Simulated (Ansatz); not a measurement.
This input was run:

```
crystal:
  lattice:
    - [3.2794860118, 0.0, 0.0]
    - [-1.6397430059, 2.8401181976, 0.0]
    - [0.0, 0.0, 5.2932739711]
  atoms:
    - { symbol: Zn, position: [0.3333333333, 0.6666666667, 0.4999685881] }
    - { symbol: Zn, position: [0.6666666667, 0.3333333333, -3.14119e-05] }
    - { symbol: O, position: [0.6666666667, 0.3333333333, 0.3790414119] }
    - { symbol: O, position: [0.3333333333, 0.6666666667, 0.8790414119] }
basis:
  ecutwfc: 420
kpoints:
  mp_grid: { grid: [9, 9, 6] }
  band_path:
    path:
      - [[0.0, 0.0, 0.0], [0.5, 0.0, 0.0], [0.33333333, 0.33333333, 0.0], [0.0, 0.0, 0.0], [0.0, 0.0, 0.5], [0.5, 0.0, 0.5], [0.33333333, 0.33333333, 0.5], [0.0, 0.0, 0.5]]
      - [[0.5, 0.0, 0.5], [0.5, 0.0, 0.0]]
      - [[0.33333333, 0.33333333, 0.5], [0.33333333, 0.33333333, 0.0]]
    npoints: 14
hamiltonian:
  xc: pbe
scf:
  occupations: { method: gaussian, width: 0.02 }
  n_extra_bands: 10
output:
  forces: true
  stress: true
  eigenvalues: true
  populations: true
  dos: { projected: true, de: 0.02, nscf_kmesh: { grid: [14, 14, 9] } }
  bader: true
  write_density: true
  write_potential: true
  elf: true
  volumetric_format: npy
```

Command:
```bash
ansatz run input.yaml --threads 1 --pin off --max-ram 2560MiB --backend cpu --events-out ev --progress --plain --runs-dir out
```

What does the calculation give for the electronic structure?

There is a gap; over the k points computed it is 0.74 eV. By projected weight, the top eV of the valence band is O 2p (75 %) and Zn 3d (25 %). The upper group of valence states starts about 5.9 eV under the valence-band top (which lies at −0.4 eV on this axis), with a gap beneath it; it holds about 32 electrons a cell. Over the range shown, the centre of the Zn 3d weight lies 4.7 eV below the Fermi level, and the shell is essentially full.

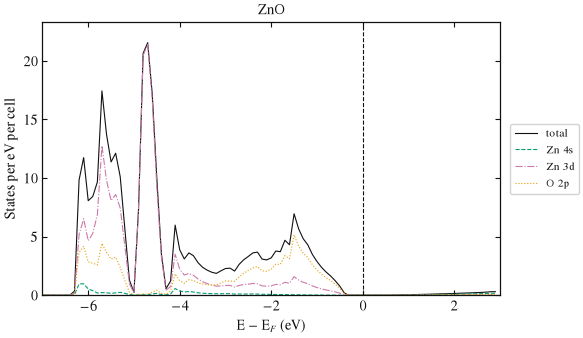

Density of states. Energies are counted from the Fermi level. The partial curves are projected on Löwdin-orthogonalised atomic shells.
